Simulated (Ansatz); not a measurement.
## Run report: Ca₈F₁₅ (charge +1), field-gradient calculation (part 2 of 2)

Ca₈F₁₅ (defect cell, 23 atoms in the cell, total charge +1); DFT, PBE, plane waves, PAW, spin-polarised (Ansatz 0.2.0); cutoff 420 eV, 2×2×2 k-mesh, Fermi–Dirac smearing of 0.01 eV, collinear spins. The structure derives from a Materials Project entry. The settings are looser than a standard set-up, so the numbers are not reference values.

Geometry of the input (Å; fractional positions):
```
0.0000  5.5161  5.5161
5.5161  0.0000  5.5161
5.5161  5.5161  0.0000
Ca 0.0000  0.0000  0.0000
Ca -0.0000  0.0000  0.5000
Ca -0.0000  0.5000  0.0000
Ca -0.0000  0.5000  0.5000
Ca 0.5000  -0.0000  0.0000
Ca 0.5000  0.0000  0.5000
Ca 0.5000  0.5000  0.0000
Ca 0.5000  0.5000  0.5000
F  0.3750  0.3750  0.8750
F  0.3750  0.8750  0.3750
F  0.3750  0.8750  0.8750
F  0.8750  0.3750  0.3750
F  0.8750  0.3750  0.8750
F  0.8750  0.8750  0.3750
F  0.8750  0.8750  0.8750
F  0.1250  0.1250  0.1250
F  0.1250  0.1250  0.6250
F  0.1250  0.6250  0.1250
F  0.1250  0.6250  0.6250
F  0.6250  0.1250  0.1250
F  0.6250  0.1250  0.6250
F  0.6250  0.6250  0.1250
F  0.6250  0.6250  0.6250
```

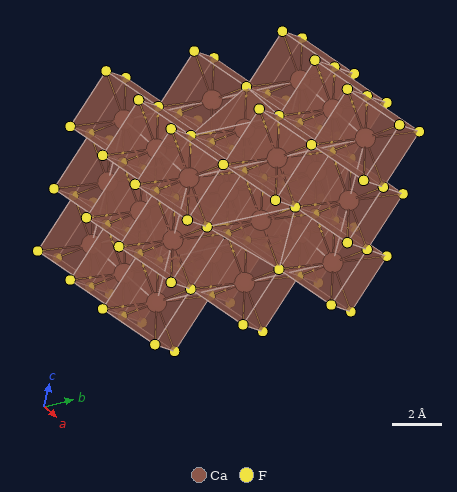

*The input geometry (polyhedral view of the cell of the calculation, seen slightly off an axis; polyhedra are completed across the faces of the cell).*

**Output, continued**
```
--- PAW observables at the nuclei: V_zz in 10²¹ V/m², potentials from the cell's mean, atoms counted from 1 ---
  atom   1  Ca V_zz =    -0.313977   η = 0.0000   by run symmetry: allowed   C_q = +0.3098 MHz
            electrostatic potential = -2213.744731 V   contact ρ = 41252.111710 e/Å³   contact ρ_s (e/Å³): all electrons -0.000000, valence +0.000000
  atom   2  Ca V_zz =    -0.313977   η = 0.0000   by run symmetry: allowed   C_q = +0.3098 MHz
            electrostatic potential = -2213.744731 V   contact ρ = 41252.111710 e/Å³   contact ρ_s (e/Å³): all electrons -0.000000, valence +0.000000
  atom   3  Ca V_zz =    -0.313977   η = 0.0000   by run symmetry: allowed   C_q = +0.3098 MHz
            electrostatic potential = -2213.744731 V   contact ρ = 41252.111710 e/Å³   contact ρ_s (e/Å³): all electrons -0.000000, valence +0.000000
  atom   4  Ca V_zz =    +4.120578   η = 0.0000   by run symmetry: allowed   C_q = -4.0651 MHz
            electrostatic potential = -2212.877648 V   contact ρ = 41252.257924 e/Å³   contact ρ_s (e/Å³): all electrons +0.000000, valence +0.000000
  atom   5  Ca V_zz =    -0.313977   η = 0.0000   by run symmetry: allowed   C_q = +0.3098 MHz
            electrostatic potential = -2213.744731 V   contact ρ = 41252.111710 e/Å³   contact ρ_s (e/Å³): all electrons -0.000000, valence +0.000000
  atom   6  Ca V_zz =    +4.120578   η = 0.0000   by run symmetry: allowed   C_q = -4.0651 MHz
            electrostatic potential = -2212.877648 V   contact ρ = 41252.257924 e/Å³   contact ρ_s (e/Å³): all electrons +0.000000, valence +0.000000
  atom   7  Ca V_zz =    +4.120578   η = 0.0000   by run symmetry: allowed   C_q = -4.0651 MHz
            electrostatic potential = -2212.877648 V   contact ρ = 41252.257924 e/Å³   contact ρ_s (e/Å³): all electrons +0.000000, valence +0.000000
  atom   8  Ca V_zz =    +4.120578   η = 0.0000   by run symmetry: allowed   C_q = -4.0651 MHz
            electrostatic potential = -2212.877648 V   contact ρ = 41252.257924 e/Å³   contact ρ_s (e/Å³): all electrons +0.000000, valence +0.000000
  atom   9  F  V_zz =    +0.611390   η = 0.2053   by run symmetry: allowed
            electrostatic potential = -737.574282 V   contact ρ = 3126.617378 e/Å³   contact ρ_s (e/Å³): all electrons +0.000000, valence +0.000000
  atom  10  F  V_zz =    +0.611390   η = 0.2053   by run symmetry: allowed
            electrostatic potential = -737.574282 V   contact ρ = 3126.617378 e/Å³   contact ρ_s (e/Å³): all electrons +0.000000, valence +0.000000
  atom  11  F  V_zz =    +0.611390   η = 0.2053   by run symmetry: allowed
            electrostatic potential = -737.574282 V   contact ρ = 3126.617378 e/Å³   contact ρ_s (e/Å³): all electrons +0.000000, valence +0.000000
  atom  12  F  V_zz =    +0.611390   η = 0.2053   by run symmetry: allowed
            electrostatic potential = -737.574282 V   contact ρ = 3126.617378 e/Å³   contact ρ_s (e/Å³): all electrons +0.000000, valence +0.000000
  atom  13  F  V_zz =    +0.611390   η = 0.2053   by run symmetry: allowed
            electrostatic potential = -737.574282 V   contact ρ = 3126.617378 e/Å³   contact ρ_s (e/Å³): all electrons +0.000000, valence +0.000000
  atom  14  F  V_zz =    +0.611390   η = 0.2053   by run symmetry: allowed
            electrostatic potential = -737.574282 V   contact ρ = 3126.617378 e/Å³   contact ρ_s (e/Å³): all electrons +0.000000, valence +0.000000
  atom  15  F  V_zz =    -0.000000   η = 0.0000   by run symmetry: forbidden
            electrostatic potential = -737.718864 V   contact ρ = 3126.557529 e/Å³   contact ρ_s (e/Å³): all electrons +0.000000, valence +0.000000
  atom  16  F  V_zz =    +0.000000   η = 0.0000   by run symmetry: forbidden
            electrostatic potential = -737.835773 V   contact ρ = 3126.606523 e/Å³   contact ρ_s (e/Å³): all electrons +0.000000, valence +0.000000
  atom  17  F  V_zz =    +2.483357   η = 0.0093   by run symmetry: allowed
            electrostatic potential = -737.136604 V   contact ρ = 3126.740558 e/Å³   contact ρ_s (e/Å³): all electrons -0.000000, valence +0.000000
  atom  18  F  V_zz =    +2.483357   η = 0.0093   by run symmetry: allowed
            electrostatic potential = -737.136604 V   contact ρ = 3126.740558 e/Å³   contact ρ_s (e/Å³): all electrons -0.000000, valence +0.000000
  atom  19  F  V_zz =    +2.483357   η = 0.0093   by run symmetry: allowed
            electrostatic potential = -737.136604 V   contact ρ = 3126.740558 e/Å³   contact ρ_s (e/Å³): all electrons -0.000000, valence +0.000000
  atom  20  F  V_zz =    +2.483357   η = 0.0093   by run symmetry: allowed
            electrostatic potential = -737.136604 V   contact ρ = 3126.740558 e/Å³   contact ρ_s (e/Å³): all electrons -0.000000, valence +0.000000
  atom  21  F  V_zz =    +2.483357   η = 0.0093   by run symmetry: allowed
            electrostatic potential = -737.136604 V   contact ρ = 3126.740558 e/Å³   contact ρ_s (e/Å³): all electrons -0.000000, valence +0.000000
  atom  22  F  V_zz =    +2.483357   η = 0.0093   by run symmetry: allowed
            electrostatic potential = -737.136604 V   contact ρ = 3126.740558 e/Å³   contact ρ_s (e/Å³): all electrons -0.000000, valence +0.000000
  atom  23  F  V_zz =    -0.000000   η = 0.0000   by run symmetry: forbidden
            electrostatic potential = -737.423086 V   contact ρ = 3126.748382 e/Å³   contact ρ_s (e/Å³): all electrons -0.000000, valence +0.000000
--- Band table (eV; the first three rows and the last of 6) ---
  k-point 0 ↑: bands = ["-33.7017", "-33.6856", "-33.6856", "-33.6856", "-32.8972", "-32.8787", "-32.8787", "-32.8787", "-17.2937", "-17.2937", "-17.1230", "-17.1230", "-17.1230", "-17.0382", "-16.9109", "-16.6807", "-16.5289", "-16.5289", "-16.5289", "-16.4380", "-16.4380", "-16.2022", "-16.0602", "-14.7887", "-14.7887", "-14.7887", "-14.6609", "-14.6609", "-14.6609", "-14.4442", "-14.4442", "-14.4442", "-14.4145", "-14.3989", "-14.3989", "-13.9315", "-13.9315", "-13.9315", "-13.8782", "-13.8782", "-13.8782", "-13.5969", "-13.5969", "-13.5969", "-13.4629", "-13.4629", "-13.2891", "0.4489", "0.4489", "0.4489", "1.0440", "1.0440", "1.0440", "1.2990", "1.3256", "1.3256", "1.3256", "1.3758", "1.3758", "1.4563", "1.4563", "1.4563", "1.4706", "1.4706", "1.4706", "1.5527", "1.5527", "1.5527", "1.8661", "1.8661", "1.8661", "1.9258", "2.1046", "2.1046", "2.1046", "2.1705", "2.1705", "2.1771", "2.1771", "2.1771", "2.5220", "2.5220", "2.5220", "2.6242", "2.6242", "2.6242", "2.7895", "2.7895", "2.7895", "3.0324", "3.0324", "3.0324", "7.9676", "10.5158", "10.5158", "10.5158", "10.7756", "11.6703", "11.6703", "11.9508", "11.9508", "11.9508", "11.9937", "11.9937", "11.9937", "12.1827", "12.1827", "12.3497", "12.3497", "12.3497", "12.4052", "12.4052", "12.4716", "12.4716", "12.4716"]
  k-point 1 ↑: bands = ["-33.6976", "-33.6896", "-33.6856", "-33.6856", "-32.8927", "-32.8833", "-32.8787", "-32.8787", "-17.1623", "-17.1623", "-17.1377", "-17.1377", "-17.0963", "-17.0152", "-16.9353", "-16.7299", "-16.6033", "-16.6033", "-16.5689", "-16.5689", "-16.3944", "-16.2472", "-16.1829", "-14.7812", "-14.7812", "-14.7765", "-14.6600", "-14.5103", "-14.5103", "-14.4979", "-14.4979", "-14.4248", "-14.3615", "-14.3615", "-14.3539", "-13.9326", "-13.8843", "-13.8843", "-13.8019", "-13.8019", "-13.7004", "-13.6865", "-13.6724", "-13.6724", "-13.5645", "-13.5645", "-13.4188", "0.8070", "0.8925", "0.8925", "0.9386", "0.9399", "0.9399", "1.1707", "1.1707", "1.2159", "1.2662", "1.2662", "1.2837", "1.2837", "1.3537", "1.3537", "1.3662", "1.3669", "1.3833", "1.4428", "1.4428", "1.5148", "1.5693", "1.6663", "1.6663", "2.2047", "2.3453", "2.4066", "2.4437", "2.4582", "2.4582", "2.4850", "2.4850", "2.4901", "2.4901", "2.5154", "2.5154", "2.5434", "2.5441", "2.5441", "2.6292", "2.6292", "2.6368", "2.7902", "2.8076", "2.8076", "8.2212", "10.4671", "10.6409", "10.6409", "11.3459", "11.3459", "11.4434", "11.6125", "11.7643", "11.7806", "11.7806", "12.0553", "12.1560", "12.1560", "12.1600", "12.3339", "12.3339", "12.4588", "12.4588", "12.5269", "12.5269", "12.6414", "12.6414"]
  k-point 2 ↑: bands = ["-33.6941", "-33.6931", "-33.6856", "-33.6856", "-32.8882", "-32.8880", "-32.8787", "-32.8787", "-17.1316", "-17.1298", "-17.1017", "-17.0953", "-17.0953", "-17.0248", "-16.9500", "-16.7360", "-16.7043", "-16.6073", "-16.5823", "-16.5823", "-16.4134", "-16.3123", "-16.1482", "-14.7769", "-14.7766", "-14.7766", "-14.5806", "-14.5806", "-14.4854", "-14.4854", "-14.4775", "-14.4637", "-14.4157", "-14.2954", "-14.2759", "-13.8943", "-13.8943", "-13.8165", "-13.8165", "-13.7226", "-13.7226", "-13.7184", "-13.6868", "-13.6395", "-13.6297", "-13.5558", "-13.5476", "0.8366", "0.8366", "0.9479", "0.9479", "0.9610", "0.9610", "1.1066", "1.1152", "1.1551", "1.1551", "1.2069", "1.2680", "1.2680", "1.3989", "1.4020", "1.4461", "1.5039", "1.5233", "1.5233", "1.6272", "1.7704", "1.8345", "1.9505", "1.9505", "1.9922", "2.0125", "2.0308", "2.0490", "2.1001", "2.1001", "2.1189", "2.1205", "2.1350", "2.5146", "2.5146", "2.5399", "2.7056", "2.7056", "2.7585", "2.7585", "2.7914", "2.7914", "2.9778", "2.9993", "2.9993", "8.2573", "10.5506", "10.6088", "10.6088", "11.3498", "11.4507", "11.4507", "11.6974", "11.8499", "11.8675", "11.9046", "12.0770", "12.1530", "12.1530", "12.2641", "12.2977", "12.3882", "12.3882", "12.5087", "12.5287", "12.5470", "12.5581", "12.5581"]
  k-point 2 ↓: bands = ["-33.6941", "-33.6931", "-33.6856", "-33.6856", "-32.8882", "-32.8880", "-32.8787", "-32.8787", "-17.1316", "-17.1298", "-17.1017", "-17.0953", "-17.0953", "-17.0248", "-16.9500", "-16.7360", "-16.7043", "-16.6073", "-16.5823", "-16.5823", "-16.4134", "-16.3123", "-16.1482", "-14.7769", "-14.7766", "-14.7766", "-14.5806", "-14.5806", "-14.4854", "-14.4854", "-14.4775", "-14.4637", "-14.4157", "-14.2954", "-14.2759", "-13.8943", "-13.8943", "-13.8165", "-13.8165", "-13.7226", "-13.7226", "-13.7184", "-13.6868", "-13.6395", "-13.6297", "-13.5558", "-13.5476", "0.8366", "0.8366", "0.9479", "0.9479", "0.9610", "0.9610", "1.1066", "1.1152", "1.1551", "1.1551", "1.2069", "1.2680", "1.2680", "1.3989", "1.4020", "1.4461", "1.5039", "1.5233", "1.5233", "1.6272", "1.7704", "1.8345", "1.9505", "1.9505", "1.9922", "2.0125", "2.0308", "2.0490", "2.1001", "2.1001", "2.1189", "2.1205", "2.1350", "2.5146", "2.5146", "2.5399", "2.7056", "2.7056", "2.7585", "2.7585", "2.7914", "2.7914", "2.9778", "2.9993", "2.9993", "8.2573", "10.5506", "10.6088", "10.6088", "11.3498", "11.4507", "11.4507", "11.6974", "11.8499", "11.8675", "11.9046", "12.0770", "12.1530", "12.1530", "12.2641", "12.2977", "12.3882", "12.3882", "12.5087", "12.5287", "12.5470", "12.5581", "12.5581"]
--- Löwdin populations: 23 sites ---
  site symbol       q [e]    m [muB]
     0     Ca      8.2545     0.0000
     1     Ca      8.2545     0.0000
     2     Ca      8.2545     0.0000
     3     Ca      8.2487     0.0000
     4     Ca      8.2545     0.0000
     5     Ca      8.2487     0.0000
     6     Ca      8.2487     0.0000
     7     Ca      8.2487     0.0000
     8      F      7.7640     0.0000
     9      F      7.7640     0.0000
    10      F      7.7640     0.0000
    11      F      7.7640     0.0000
    12      F      7.7640     0.0000
    13      F      7.7640     0.0000
    14      F      7.7640     0.0000
    15      F      7.7641     0.0000
    16      F      7.7592     0.0000
    17      F      7.7592     0.0000
    18      F      7.7592     0.0000
    19      F      7.7592     0.0000
    20      F      7.7592     0.0000
    21      F      7.7592     0.0000
    22      F      7.7474     0.0000
  spilling = 0.008547 (of n_electrons = 184.000000)
```

**Key numbers**

- outcome: converged
- electrons treated: 184
- free energy: −26714.2282 eV
- Fermi energy: 5.506 eV
- gap on the k-point mesh: 4.94 eV
- net moment of the cell: 0.00 μB
- integrated absolute moment: 0.00 μB
- pressure: 1.19 GPa
- field gradient V_zz (10²¹ V/m²): Ca −0.31, Ca −0.31, Ca −0.31, Ca 4.12, Ca −0.31, Ca 4.12, Ca 4.12, Ca 4.12 (the first 8 of 23 sites)
- largest force (length of the vector): 1.650 eV/Å
- hardware: 1 thread of an x86-64 CPU, shared host
- wall time: 6.5 s
- peak memory: 0.81 GiB

**Notes**

Settings chosen away from the usual ones: magnetization = {"spin_polarized": true}, scf.lower_state_search = "off", kpoints.mp_grid.grid = [2, 2, 2]. These settings are looser than, or depart from, a standard set-up, so the numbers are not reference values for this system. The program warns: spin is on but no starting moments are given.
